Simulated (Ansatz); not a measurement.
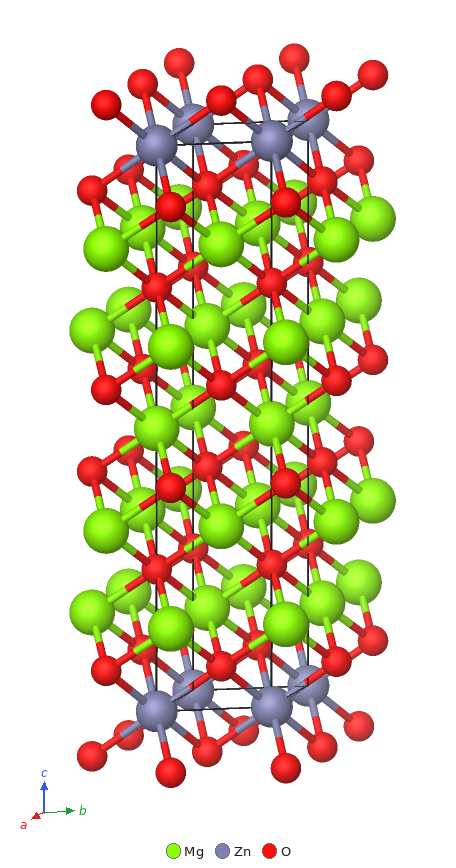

View slightly off an axis, drawn as a ball-and-stick model. The parallelepiped is the conventional unit cell. The bonded neighbours beyond the faces are included.

Mg$_{5}$ZnO$_{6}$, space group P-3m1 (No. 164), a = 3.02 Å, b = 3.02 Å, c = 14.77 Å, α = 90.00°, β = 90.00°, γ = 120.00°.

The numbers come from DFT PBE, scalar-relativistic, plane waves, PAW in Ansatz, using an energy cutoff of 420 eV, k-grid 12×12×2, no spin polarisation.

Question: Predict the gap.

Answer: An insulator at this level, with a gap of 3.30 eV on the k-mesh (the true edges may lie between mesh points, so the gap can be somewhat smaller).

The model was built from a structure type filled with these elements by a generator (whether the compound takes this form wasn't checked). The structure drawn was relaxed with DFT PBE, scalar-relativistic, plane waves, PAW (Ansatz).
